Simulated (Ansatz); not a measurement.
System: HfO2.

Input

```
crystal:
  lattice:
    - [0.0, 2.5575, 2.5575]
    - [2.5575, 0.0, 2.5575]
    - [2.5575, 2.5575, 0.0]
  atoms:
    - { symbol: Hf, position: [-0.0010117601, -0.0010117601, -0.0010117601] }
    - { symbol: O, position: [0.2556436976, 0.2556436976, 0.2556436976] }
    - { symbol: O, position: [0.7556436976, 0.7556436976, 0.7556436976] }
basis:
  ecutwfc: 420
kpoints:
  mp_grid: { grid: [8, 8, 8] }
hamiltonian:
  xc: pbe
scf:
  occupations: { method: gaussian, width: 0.05 }
output:
  forces: true
  stress: true
  eigenvalues: true
  write_density: true
  write_potential: true
  elf: true
  volumetric_format: npy
```

Run with:

```sh
ansatz run input.yaml --threads 2 --pin off --max-ram 5120MiB --backend cpu --events-out ev --progress --plain --runs-dir out
```

Below, planes, directions and counts refer to the conventional cell (a = 3.62 Å, b = 3.62 Å, c = 8.86 Å, α = 90.00°, β = 90.00°, γ = 120.00°).

Space group R3m; computed pressure about −2 GPa in this cell.

Computed with DFT PBE, scalar-relativistic, plane waves, PAW (Ansatz 0.2.0).

### Predict the valence pseudo-density and electron localisation function between the atoms.

Hf–O (2.16 Å): the density is about 0.64 e/Å³ at the midpoint; the ELF peaks at about 0.85 in the valence shell of O, 0.6 Å from its nucleus, and drops to about 0.20 between the two atoms (no localised pair shows between them).
Hf–O (2.27 Å): ρ at the midpoint is about 0.47 e/Å³; the ELF peaks at about 0.85 in the valence shell of O, 0.7 Å from its nucleus, and drops to about 0.15 between the two atoms; no localised pair shows between them.

### Does the calculation give a band gap?

It is gapped, with a Kohn–Sham gap of 3.7 eV on the k-point mesh (the band edges may lie off the mesh, which would make the gap smaller).

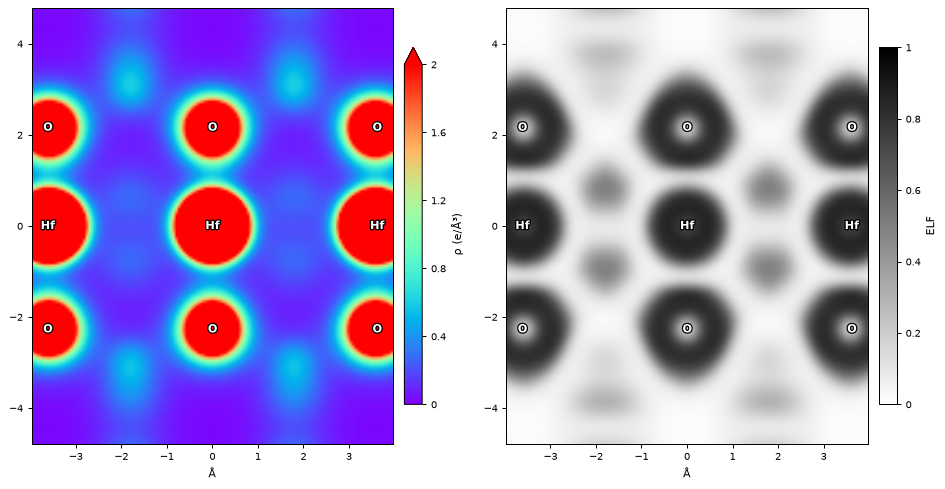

Computed valence pseudo-density and electron localisation function on the (100) plane of the conventional cell, in this order. 

Core electrons are frozen (PAW), and the valence fields are smoothed inside the atomic spheres.
